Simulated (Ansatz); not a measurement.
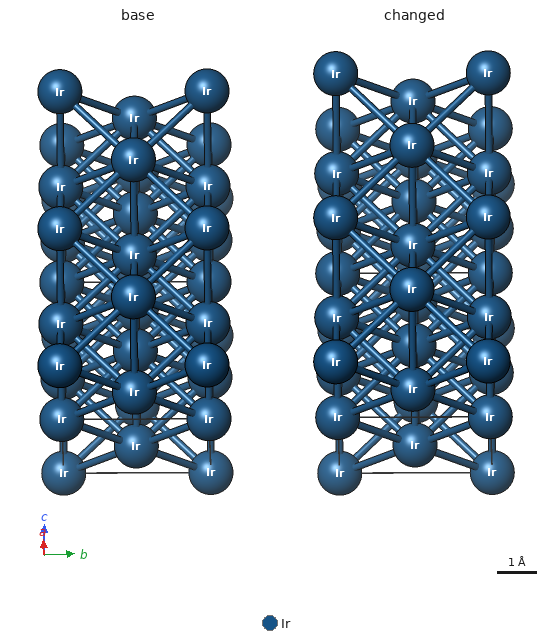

Left: a symmetric starting cell of Ir. Right: the same structure after one change, at the same scale. A ball-and-stick model of the conventional cell (4 times the calculation's cell), repeated 2 × 1 × 2 with one cell outlined, seen from a free direction. Lengths and directions refer to the drawn axes.

Method: DFT PBEsol, scalar-relativistic, plane waves, PAW in Ansatz. Set-up: plane-wave cutoff 420 eV; k-point mesh 16 × 16 × 16; occupations gaussian; smearing width 0.1 eV; no spin polarisation.

Which change leads from the left to the right?

Answer. The cell is strained by +5.1 % along c and +3.6 % across it (volume +12.9 %), the atoms keeping their fractional coordinates. No relaxation follows. The starting cell wasn't computed here and needn't be at equilibrium, so pressure and forces aren't due to the change alone.

What does the change do?

Answer. The pressure is −35.6 GPa (not all of it need come from the change, since the unchanged cell can be under pressure at this level too). The principal stresses (compression positive) are −38.1 GPa along c and −34.3 GPa across it. All forces vanish by symmetry. Near-neighbour distances before and after: Ir–Ir 2.715 → 2.814 to 2.834 Å. The space group (tolerance 0.01 Å) goes from Fm-3m (No. 225) to I4/mmm (No. 139).
